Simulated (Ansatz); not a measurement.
# HfO2 (P2_1/c), small polaron or free hole, part 2 of 2

Question: is an added hole in HfO2 (P2_1/c) a free carrier or a small polaron? The trial puts it on a pair of O atoms pulled together. The model is a cell of 96 host atoms; several levels of theory are compared, with their cost.

Ansatz 0.2.0; plane-wave PAW DFT, PBE0 form with 0.202 exact exchange; relaxation of all atoms of a supercell at fixed charge in a uniform background.

So far. Step 2 (Relaxation with the hole, PBE0 (α = 0.202)): The sizes of the moments in the atoms' spheres add to about 1.1 μB, shared by about 18 atoms in effect: the carrier has spread out.

In doubt: the hybrid run may have settled on a false gap or state (in some of the runs), so the values of those runs are not to be relied on.

### 4. States in the gap, PBE0 (α = 0.202)

Level of this step: plane-wave PAW DFT, PBE0 form with 0.202 exact exchange; single point of a supercell at fixed charge in a uniform background (Ansatz).

A single point on the relaxed atoms asks for the levels and how far each is spread.

qp1_M1_trap.hyb/input.yaml reads:

```yaml
crystal:
  checkpoint: "../qp1_M1_trap.hrelax.run"
  host: checkpoint
total_charge: 1
basis:
  ecutwfc: 420
  xc_grid: 2
hamiltonian:
  xc: { preset: pbe0, exx: 0.202 }
kpoints:
  mp_grid: { grid: [1, 1, 1] }
magnetization:
  spin_polarized: true
  initial_magnetization: 1
  spin_locking: { lock_magnetization: hard }
scf:
  occupations: { method: fixed }
  max_iter: 100
output:
  forces: true
  charged_corrections:
    epsilon: [[5.04, 0.0, 0.14], [0.0, 5.06, 0.0], [0.14, 0.0, 4.75]]
    static_epsilon: [[20.63, 0.0, 1.36], [0.0, 18.82, 0.0], [1.36, 0.0, 15.26]]
    defect_position: [0.656025, 0.605213, 0.465225]
  eigenvalues: true
  eigenstates: { localisation: true }
  efg: {}
checkpoint:
  read: "../qp1_M1_trap.hrelax.run"
  write: "../qp1_M1_trap.hyb.run"
  compress: false
  write_wavefunctions: true
  write_every: 100000
```

Started as:

```
$ ansatz run input.yaml --threads 32 --pin off --max-ram 84787MiB --backend cuda --events-out ev --progress --plain --runs-dir out --max-vram 78GiB
```

Numbers of over 12 decimals in the logs are rounded to 6 here.

What it wrote:

```text
[...]
crystal.checkpoint: the structure is that of <dir>, a `relax` run, at its step 7: its result, under {"exchange":"pbe","correlation":"pbe","exx":{"coeff":0.202,"omega":null}} at a charge of 1 e; 96 atoms read, 2 with a starting moment; [...]
Hf: output.efg is read without spin–orbit coupling, which moves field gradients at and beside such atoms by some per cent and up to a factor of two; PAW files take it under magnetization.noncollinear and magnetization.spin_orbit
[...]
Crystal: 96 atoms, lattice volume = 1096.717 Å³
Basis set: ecut = 420 eV, 21483 PW (Γ), exchange–correlation on 144×144×144 points (8 copies of the dense FFT grid, shifted against one another)
Bands: 730, of which v1, the nominal top of the filled ones, is band 608 counted from 1 (607 counted from 0)
Symmetry: 1 space group operations
[...]
k-points: 1
[...]
Stability of the state it starts from, as read at its close in the collinear treatment: not read, because the functional holds exact exchange (a hybrid, or Hartree-Fock), whose exchange loop this test does not read (fock_operator); its run was given moments
[...]
Frozen-core exchange: fock
[...]
SCF iter   2: F=-539535.577979 eV  HF=-539535.577979 eV  |Δ(HF+E_count)|=    0.00e0  Δρ=3.09e-7 (↑2.13e-7 ↓3.09e-7)  dr2=5.23e-10  dr2_m=6.50e-10  M=1.000 μB ∫|m|=1.411 μB sched 1.00e-12)  Hψ=3297
SCF 1 converged in 2 iterations: F = -539535.577979 eV  dr2 = 5.23e-10
[...]
SCF 3 converged in 2 iterations: F = -539535.577979 eV  dr2 = 1.06e-11
[...]
the search or the solves at the SCF's close seem to have found levels that the self-consistency loop had missed (the run counts 2). By its estimate they hold under 1e-12 electrons; where the run keeps them, the occupations were computed again with them
WARN: the filled states extend beyond the cell (their overlap across the Brillouin zone is 0.001, against 0 in a metal and nearly 1 for localised states). With one k-point a hybrid's gap, moments and forces can then be wrong. [...]
this state was not tested for a lower state beside it, because the functional holds exact exchange (a hybrid, or Hartree-Fock), whose exchange loop this test does not read (fock_operator); [...]
[...]
Magnetization: 1.0000 μB (608.0000 up, 607.0000 down)
Absolute magnetization: 1.4171 μB (∫|ρ↑−ρ↓|, with the PAW one-centre terms)
[...]
Per-site moments (μB) at R_I (Å): [(-8.293649214107691e-5, 0.840676), (-0.00300847, 0.845573), (-0.00300511, 0.845607), [... 6 left out ...]
Free energy (F): -539535.577979 eV
[...]
Internal energy: -539535.577979 eV  (E = F + TS)
E sigma→0 (E₀):  -539535.577979 eV
Fermi energy:    13.103009 (↑ 13.103009, ↓ 13.096253) eV
[...]
--- Forces (eV/Å), atoms counted from 1 ---
  atom   1  Hf    -0.00549209     0.00103165     0.00299694
  atom   2  Hf     0.00428267     0.00921831    -0.00007181
  [... 4 atoms left out ...]
  [... 90 more lines of this table ...]
  max |Σ_I F_I| component: 2.68e-7 eV/Å
--- PAW observables at the nuclei: V_zz in 10²¹ V/m², potentials from the cell's mean, atoms counted from 1 ---
  [...]
F Makov-Payne    = n/a  (the rows are of the electrons' constant alone; ansatz place-levels tells what screens the charge)
[...]
--- Band table (eV) ---
[...]
```

The job ended after 27 s (1 × NVIDIA GB200 with 32 threads of Arm Neoverse V2, shared host; peak memory 3.2 GiB; 3.8 min of CPU time).

States next to the filling edge at the first k-point, on the run's own zero (eigenstates.tsv). The participation number counts the atoms that a state is spread over, of 96; bands count from 0.

```
spin  band  energy (eV)  occupation  participation  largest share on  share
down   601       12.732        1.00           45.4               O72   0.04
down   602       12.732        1.00           45.4               O23   0.04
down   603       12.777        1.00           23.1               O22   0.07
down   604       12.777        1.00           23.1               O47   0.07
down   605       12.935        1.00           68.9               O36   0.02
down   606       13.096        1.00           18.2               O33   0.06
down   607       14.052        0.00           17.9               O22   0.06
down   608       19.154        0.00           73.6              Hf14   0.02
down   609       19.533        0.00           66.9              Hf74   0.03
down   610       19.533        0.00           66.9              Hf51   0.03
down   611       19.642        0.00           72.2               Hf3   0.02
  up   602       12.624        1.00           56.4               O36   0.03
  up   603       12.624        1.00           56.0               O21   0.03
  up   604       12.650        1.00           34.1               O36   0.04
  up   605       12.839        1.00           19.4               O10   0.06
  up   606       12.916        1.00           68.9               O36   0.02
  up   607       13.103        1.00           19.1               O33   0.06
  up   608       19.161        0.00           73.6              Hf14   0.02
  up   609       19.538        0.00           66.9              Hf62   0.03
  up   610       19.538        0.00           66.9              Hf51   0.03
  up   611       19.649        0.00           72.2               Hf4   0.02
  up   612       19.714        0.00           71.4              Hf88   0.02
```

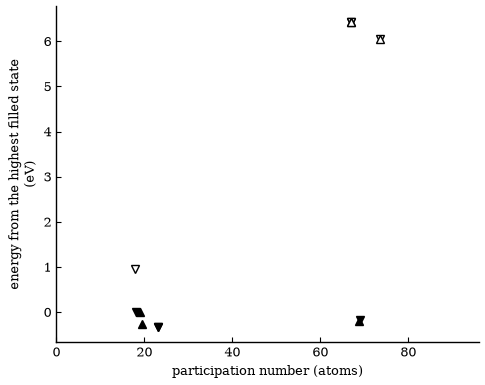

States next to the filling edge at the first k-point: energy against spread. Filled marks are occupied, open marks empty; triangles up and down are the spins.

Under PBE0 form with 0.202 exact exchange at the zone centre alone, the highest filled state is spin up, spread over 19 of 96 atoms, and the lowest empty one, 0.95 eV above it, is spin down, spread over 18 of 96 atoms.

Uncorrected and at zero smearing, the relaxed cell lies 0.10 eV below the carrier in the undistorted cell.

No level is given here: the program refused to align this charged cell with the host.

### 5. Relaxing again with PBEsol

The relaxed structure is now handed to a plain semilocal functional and relaxed again, to see what is left without exact exchange or U. The start is the structure of PBE0 (α = 0.202), where the carrier had already spread, so this step is a weak test of trapping.

qp1_M1_trap.semirelax/input.yaml reads:

```yaml
crystal:
  checkpoint: "../qp1_M1_trap.hrelax.run"
  host: checkpoint
total_charge: 1
basis:
  ecutwfc: 420
  xc_grid: 2
hamiltonian:
  xc: pbesol
kpoints:
  mp_grid: { grid: [1, 1, 1] }
magnetization:
  spin_polarized: true
  initial_magnetization: 1
  spin_locking: { lock_magnetization: hard }
scf:
  occupations: { method: fermi_dirac, width: 0.01 }
  max_iter: 100
output:
  forces: true
  charged_corrections:
    epsilon: [[5.04, 0.0, 0.14], [0.0, 5.06, 0.0], [0.14, 0.0, 4.75]]
    static_epsilon: [[20.63, 0.0, 1.36], [0.0, 18.82, 0.0], [1.36, 0.0, 15.26]]
    defect_position: [0.656025, 0.605213, 0.465225]
relax:
  f_tol: 0.02
  max_steps: 60
  escape_saddle: false
checkpoint:
  read: "../qp1_M1_trap.hrelax.run"
  write: "../qp1_M1_trap.semirelax.run"
  compress: false
  write_wavefunctions: true
  write_every: 100000
```

The job ended after 6.4 s (1 × NVIDIA GB200 with 32 threads; peak memory 2.4 GiB; 19 s of CPU time).

The relaxation took 4 steps and gained 0.03 eV.

From the single point at the end of this step. The sizes of the moments in the atoms' spheres add to about 1.1 μB, shared by more than 30 atoms in effect: the carrier has spread out.

No level is given here: the program refused to align this charged cell with the host.

### 6. All levels of theory side by side

```
   level of theory    atoms  atoms that share the moment  localised  time for the trial state
PBE0 (α = 0.202) †  relaxed                     about 18         no                   2.1 min
            PBEsol  relaxed                 more than 30         no                      13 s
```

† Here the hybrid relaxation or its single point carries a warning about the state that it reached (a narrow gap in its semilocal warm-up or between frontier levels), so a lower state with the carrier may exist.

### 7. Results

```json
{
 "carrier localised (PBEsol)": "no",
 "state found, lowest state in doubt (PBE0 (α = 0.202))": "spread out"
}
```

What this shows: With PBE0 (α = 0.202) the hole did not stay localised from this start: it is shared by about 18 of the 96 atoms in effect. The hybrid relaxation or its single point carries a warning about the state that it reached (a narrow gap in its semilocal warm-up or between frontier levels), so a lower state with the carrier may exist; the numbers describe the state found. It spreads at every relaxed level of theory in the table. Semilocal functionals favour spread carriers, so their answer alone decides nothing. A relaxation step took 14 s with PBE0 (α = 0.202) and 1.6 s with PBEsol. The point with the carrier in the undistorted cell ran without the search for lower states, so that it stays spread. One trial site was relaxed, so another site or form can lie lower. Keep in mind: sampling at the zone centre alone can move energies of charged and open-shell states by tenths of an eV or more in cells of this size; spin–orbit coupling, which can matter with heavy atoms, is left out.

[Logs are printed without paths, hosts, clocks, repeated set-up lines and the standing remarks that a program may print on its own settings, such as how far it seeks lower states.]

[Hosts, paths, dates, database ids (printed as entryN), source tags and the programs' standing remarks are cut or masked in the printed files.]

[For some hosts the program warned that the k-mesh of the response run may be too coarse for force constants and the static dielectric constant; such warnings are not shown here.]
